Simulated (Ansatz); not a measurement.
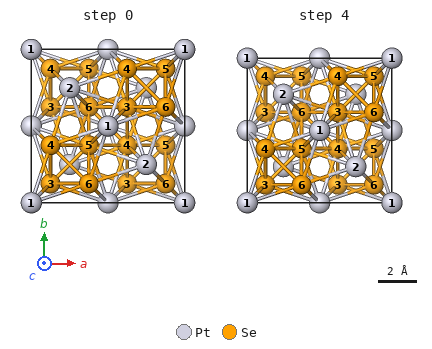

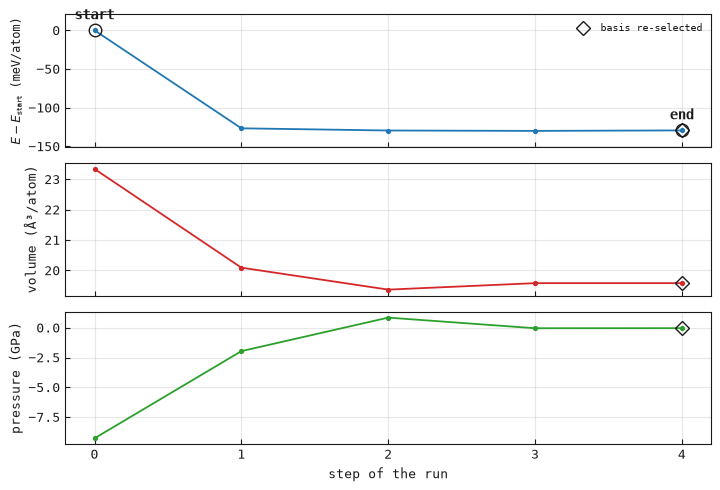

First and last geometry of a relaxation of a crystal of PtSe2 (built on the cubic Laves (C15)_227 type) (coarse preliminary run), with the history of the run. Style: ball-and-stick. Shown: the conventional cell (4 times the calculation's cell), along the c axis. Lengths and directions refer to the drawn axes.

Case: cubic Laves (C15) type (Fd-3m, No. 227).

These are results of DFT PBE, scalar-relativistic, plane waves, PAW (Ansatz), not measurements.

The input:
```yaml
crystal:
  lattice:
    - [0.0, 4.1217364527, 4.1217364527]
    - [4.1217364527, 0.0, 4.1217364527]
    - [4.1217364527, 4.1217364527, 0.0]
  atoms:
    - { symbol: Pt, position: [0.0, 0.0, 0.0] }
    - { symbol: Pt, position: [0.25, 0.25, 0.25] }
    - { symbol: Se, position: [0.625, 0.625, 0.625] }
    - { symbol: Se, position: [0.125, 0.625, 0.625] }
    - { symbol: Se, position: [0.625, 0.625, 0.125] }
    - { symbol: Se, position: [0.625, 0.125, 0.625] }
basis:
  ecutwfc: 420
kpoints:
  mp_grid: { grid: [4, 4, 4] }
hamiltonian:
  xc: pbe
scf:
  occupations: { method: gaussian, width: 0.1 }
  lower_state_search: "off"
output:
  forces: true
  stress: true
  eigenvalues: true
relax:
  adjacent_minimum: "off"
  f_tol: 0.04
  max_steps: 70
  cell: { stress_tol: 0.4 }
```

Run as
```bash
ansatz run input.yaml --threads 1 --pin off --max-ram 2560MiB --backend cpu --events-out ev --progress --plain --runs-dir out
```

Did the run converge, and what did it change?

Answer. It converged. After 3 accepted moves (4 points after the start) the energy has fallen by 129 meV per atom. All forces vanish by symmetry, so only the cell relaxes. Pressure: −9.28 GPa at the start and −0.04 GPa at the end. The SCF was repeated once at an unchanged geometry on a basis and grid sized afresh for the cell, which shifted the energy by 0.6 meV per atom at most. No atom moves by more than 0.005 Å relative to the cell. Cell: a = b = c 8.243 → 7.775 Å (−5.7 %). Volume −16.1 %. Some distances before and after: Pt1–Se3 3.418 → 3.223 Å, Se3–Se4 2.915 → 2.749 Å. The space group stays Fd-3m (No. 227).
